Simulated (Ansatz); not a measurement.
# Mending a single-point calculation on WSi2

System: WSi2 (slab, 12 atoms in the cell).
Method of the first run: DFT r2SCAN, scalar-relativistic, plane waves, PAW, no spin polarisation (Ansatz 0.2.0).

The structure derives from an entry of the Crystallography Open Database. The run did not end well. Text and figures count atoms from 1; the logs count them from 0 in places.

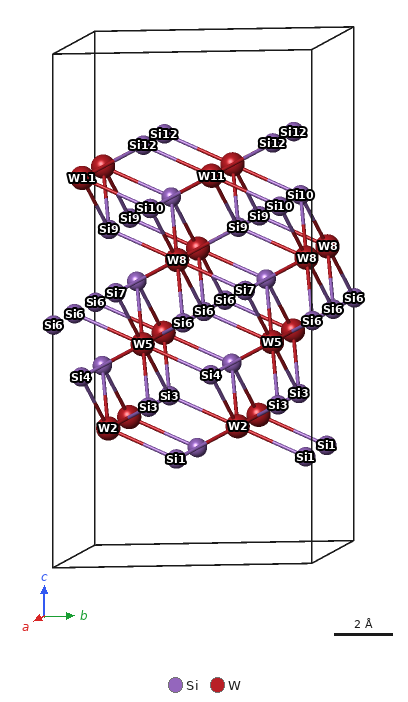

**Figure 1.** The structure (ball-and-stick view of the 2 × 2 repeat of the cell, with the vacuum cut short, seen slightly off an axis; atoms are numbered from 1 in the order of the input). An atom can appear more than once, as a periodic image.

### Input file, the first run
```yaml
crystal:
  lattice:
    - [3.2112931011, 0.0, 0.0]
    - [-1.6056465505, 4.2197285864, 0.0]
    - [0.0, 0.0, 25.8978695058]
  atoms:
    - { symbol: Si, position: [0.4311338902, 0.8622677803, 0.2895991116] }
    - { symbol: W, position: [0.144787432, 0.2895748639, 0.3279937592] }
    - { symbol: Si, position: [0.8584409738, 0.7168819476, 0.3663884069] }
    - { symbol: Si, position: [0.5759213221, 0.1518426443, 0.4042699387] }
    - { symbol: W, position: [0.2895748639, 0.5791497279, 0.4426645864] }
    - { symbol: Si, position: [0.0032284058, 0.0064568115, 0.4810592341] }
    - { symbol: Si, position: [0.7207087541, 0.4414175082, 0.5189407659] }
    - { symbol: W, position: [0.4343622959, 0.8687245918, 0.5573354136] }
    - { symbol: Si, position: [0.1480158377, 0.2960316755, 0.5957300613] }
    - { symbol: Si, position: [0.8654961861, 0.7309923722, 0.6336115931] }
    - { symbol: W, position: [0.5791497279, 0.1582994558, 0.6720062408] }
    - { symbol: Si, position: [0.2928032697, 0.5856065394, 0.7104008884] }
basis:
  ecutwfc: 500
kpoints:
  mp_grid: { grid: [12, 8, 1] }
hamiltonian:
  xc: r2scan
scf:
  occupations: { method: gaussian, width: 0.1 }
  max_iter: 2
output:
  forces: true
  stress: true
  eigenvalues: true
efield:
  axis: 3
  dipole_correction: true
  ramp_width: 0.04
```

Command:
```bash
ansatz run input.yaml --threads 2 --pin off --max-ram 5120MiB --backend cpu --events-out ev --progress --plain --runs-dir out
```

Hardware: 2 threads of Intel Xeon (Granite Rapids), 32 GiB of memory available, shared host.

### Output, shortened to warnings, some set-up lines, iterations and results (the first run)
```
Warning: crystal.symmetry: narrowed to the stabiliser of the k-point mesh — unitary ops 2 → 1; excluded 1 operation that carries a point of the 12×8×1 mesh (shift [0, 0, 0]) off the mesh (the run samples exactly the mesh kpoints.mp_grid names, as under crystal.symmetry.detect: false, and its converged state has the mesh's symmetry, not the crystal's; ε∞, the Born charges and the force constants …
Error: did not converge after 2 iterations: dr2 = 7.93e-2 (threshold 1.00e-7), under the density mixer `msr1`, which `scf.mixing.algorithm: auto` chose by the deck's other keys (type `scf.mixing.algorithm: msr1` to keep it); raise `scf.max_iter`, which need not help a stalled SCF, or adjust the mixing (`scf.mixing`) or, under a smearing, its width (`scf.occupations.width`, in either direction: …
Basis set: ecut = 500 eV, 8921 PW (Γ), exchange–correlation on 96×144×768 points (64 copies of the dense FFT grid, shifted against one another)
Symmetry: 1 space group operations
k-points: 50 of 96 (time reversal used)
Initial density: superposition of atomic densities (neutral atoms: chi_scale 0, normalization atom), corrected by the library's trained network
[...]
SCF iter   1: F=—  HF=-46701.186119 eV  |F-HF|=—  |Δ(HF+E_count)|=         —  Δρ=5.35e-3  dr2=4.25e-1  dr2_τ=2.63e-1  ethr=1.77e-3  p=-0.000 e·Å  D=-2.45e-12 V/Å  ΔV_dip=0.00 …
SCF iter   2: F=—  HF=-46701.391411 eV  |F-HF|=—  |Δ(HF+E_count)|=   2.05e-1  Δρ=3.17e-3  dr2=7.93e-2  dr2_τ=6.44e-3  ethr=4.83e-4  p=-0.000 e·Å  D=-1.98e-5 V/Å  ΔV_dip=0.00 …
Error: did not converge after 2 iterations: dr2 = 7.93e-2 (threshold 1.00e-7), under the density mixer `msr1`, which `scf.mixing.algorithm: auto` chose by the deck's other keys (type `scf.mixing.algorithm: msr1` to keep it); raise `scf.max_iter`, which need not help a stalled SCF, or adjust the …
```

### What went wrong, and how is the input to be mended?

The run did not converge: “did not converge after 2 iterations: dr2 = 7.93e-2 (threshold 1.00e-7), under the density mixer `msr1`, which `scf.mixing.algorithm: auto` chose by the deck's other keys (type `scf.mixing.algorithm: msr1` to keep it) …” Its last values are not results. Warnings of the run: the k-point mesh lowers the symmetry that the run can use.

A run of the same system that converges differs from this input as follows (lines with − go, lines with + come):
```diff
-  max_iter: 2
+  max_iter: 100
+  amplitude: 0.1
```

### Output, shortened to warnings, some set-up lines, iterations and results (the second run)
```
Warning: crystal.symmetry: narrowed to the stabiliser of the k-point mesh — unitary ops 2 → 1; excluded 1 operation that carries a point of the 12×8×1 mesh (shift [0, 0, 0]) off the mesh (the run samples exactly the mesh kpoints.mp_grid names, as under crystal.symmetry.detect: false, and its converged state has the mesh's symmetry, not the crystal's; ε∞, the Born charges and the force constants …
Basis set: ecut = 500 eV, 8921 PW (Γ), exchange–correlation on 96×144×768 points (64 copies of the dense FFT grid, shifted against one another)
Symmetry: 1 space group operations
k-points: 50 of 96 (time reversal used)
Initial density: superposition of atomic densities (neutral atoms: chi_scale 0, normalization atom), corrected by the library's trained network
[...]
SCF iter   1: F=—  HF=-46701.593811 eV  |F-HF|=—  |Δ(HF+E_count)|=         —  Δρ=1.27e-2  dr2=2.16e1  dr2_τ=3.27e-1  ethr=1.77e-3  p=-0.000 e·Å  D=-2.45e-12 V/Å  ΔV_dip=0.00 …
SCF iter   2: F=—  HF=-46701.608447 eV  |F-HF|=—  |Δ(HF+E_count)|=   1.46e-2  Δρ=9.07e-3  dr2=1.05e1  dr2_τ=1.36e-1  ethr=1.77e-3  p=0.161 e·Å  D=8.32e-2 V/Å  ΔV_dip=-2.16 eV …
SCF iter   3: F=—  HF=-46701.378182 eV  |F-HF|=—  |Δ(HF+E_count)|=   2.30e-1  Δρ=1.82e-3  dr2=5.80e-2  dr2_τ=2.02e-3  ethr=1.77e-3  p=0.099 e·Å  D=5.11e-2 V/Å  ΔV_dip=-1.32 …
SCF iter   4: F=—  HF=-46701.383335 eV  |F-HF|=—  |Δ(HF+E_count)|=   5.15e-3  Δρ=7.47e-4  dr2=1.54e-2  dr2_τ=5.60e-4  ethr=6.59e-5  p=0.099 e·Å  D=5.13e-2 V/Å  ΔV_dip=-1.33 …
SCF iter   5: F=—  HF=-46701.383202 eV  |F-HF|=—  |Δ(HF+E_count)|=   1.33e-4  Δρ=3.10e-4  dr2=1.04e-3  dr2_τ=4.80e-5  ethr=1.75e-5  p=0.101 e·Å  D=5.21e-2 V/Å  ΔV_dip=-1.35 …
SCF iter   6: F=—  HF=-46701.383268 eV  |F-HF|=—  |Δ(HF+E_count)|=   6.63e-5  Δρ=7.87e-5  dr2=1.31e-4  dr2_τ=2.09e-6  ethr=1.18e-6  p=0.101 e·Å  D=5.23e-2 V/Å  ΔV_dip=-1.36 …
SCF iter   7: F=—  HF=-46701.383281 eV  |F-HF|=—  |Δ(HF+E_count)|=   1.22e-5  Δρ=2.94e-5  dr2=1.01e-5  dr2_τ=3.65e-7  ethr=1.49e-7  p=0.101 e·Å  D=5.22e-2 V/Å  ΔV_dip=-1.35 …
SCF iter   8: F=—  HF=-46701.383527 eV  |F-HF|=—  |Δ(HF+E_count)|=   2.46e-4  Δρ=1.16e-5  dr2=1.47e-6  dr2_τ=2.29e-8  ethr=1.15e-8  p=0.101 e·Å  D=5.22e-2 V/Å  ΔV_dip=-1.35 …
SCF iter   9: F=—  HF=-46701.383527 eV  |F-HF|=—  |Δ(HF+E_count)|=   1.90e-7  Δρ=3.96e-6  dr2=1.24e-7  dr2_τ=2.57e-9  ethr=1.67e-9  p=0.101 e·Å  D=5.22e-2 V/Å  ΔV_dip=-1.35 …
SCF iter  10: F=-46701.383527 eV  HF=-46701.383527 eV  |F-HF|=6.68e-9  |Δ(HF+E_count)|=   2.79e-8  Δρ=1.29e-6  dr2=1.25e-8  dr2_τ=1.44e-9  ethr=1.14e-10  p=0.101 e·Å  …
SCF 1 converged in 10 iterations: F = -46701.383527 eV  dr2 = 1.25e-8
SCF converged after 10 iterations
Free energy (F): -46701.383527 eV
Harris-Foulkes:  -46701.383527 eV  (|F-HF|=6.68e-9)
Internal energy: -46701.357623 eV  (E = F + TS)
E sigma→0 (E₀):  -46701.370575 eV
Entropy (-TS):   -0.025904 eV (-2.159 meV/atom)
Fermi energy:    4.728483 eV
Dipole field:    D = 0.052149 V/Å  (p = 0.101138 e·Å, saw-weighted, corrected)
Work function:   not extracted (applied field tilts the vacuum); planar V_es + V_field profile in the machine report
Levels:          The Fermi level and band energies are counted from a zero that moves with the ramp; work functions are not
--- Per-component energies (eV) ---
  E_band       = -1384.612144
  E_kinetic    = 2149.197609
  E_local      = -69950.995979  (includes V_loc(G=0)·N_el)
  E_nonlocal   = 198.404610
  E_hartree    = 34077.463251
  E_xc         = -1416.890502
  E_vxc        = -1453.612055  (∫ρ·V_xc dr)
  E_paw        = -38528.703216  (= ΣΔE_a)
  E_vpaw       = -554.138068  (= ΣTr[D̂ρ^β])
  E_aug_tail   = -0.000174  (compensation charges beyond the density's cutoff)
  E_vtau       = 71.609488  (kinetic-family band-sum trace: ∫τ·v_τ [+ j·A + Jᵃ·Aᵃ] dr)
  E_efield     = -0.007477  (sawtooth field / dipole correction)
  E_vefield    = -0.004840  (∫n·V_field dr)
  E_ewald      = 26773.137515
  E_core_change = -2.963259  (= ΣΔE_core)
  E_smearing   = -0.025904  (= −TS)
  E_closure    = 0.000000  (closes the sum)
  Σ components = -46701.383527   (vs F -46701.383527, Δ=0.00e0)
--- Forces (eV/Å), atoms counted from 1 ---
  atom   1  Si     0.00488813     0.20076149     0.63559671
  atom   2  W     -0.01226226     0.05349270     0.84200829
  atom   3  Si    -0.00057993    -0.00573957    -1.13042133
  atom   4  Si     0.00148148    -0.13148998    -0.59576587
  atom   5  W      0.00146727    -0.09739584     0.35497258
  atom   6  Si     0.00019836     0.10807789    -0.07072515
  atom   7  Si    -0.00014489    -0.10766517     0.06777417
  atom   8  W     -0.00164232     0.09786685    -0.34751713
  atom   9  Si    -0.00174455     0.13415453     0.59532948
  atom  10  Si     0.00076466     0.00702960     1.12615196
  atom  11  W      0.01359209    -0.05461614    -0.84157401
  atom  12  Si    -0.00601825    -0.20447256    -0.63586124
  max |Σ_I F_I| component: 3.15e-5 eV/Å
--- Stress (GPa, compression-positive) ---
       -3.397681      -0.007362       0.021742
       -0.007362      -1.670592      -0.823038
        0.021742      -0.823038      -2.118992
  P = ⅓ Tr σ = -2.3958 GPa (-23.958 kbar)
```

### The two runs side by side

```tsv
quantity	the first run	the second run
outcome	not converged	converged
free energy per atom (eV)	–	−3891.7820
gap on the mesh (eV)	–	0.00
largest force (eV/Å)	–	1.130
SCF iterations	–	10
irreducible k-points	–	50
plane waves at Γ	–	8921
wall time (shared host)	37 s	61 s
```

Notes on the second run: The program warns: the k-point mesh lowers the symmetry that the run can use. Spin–orbit coupling is left out, which matters for W.
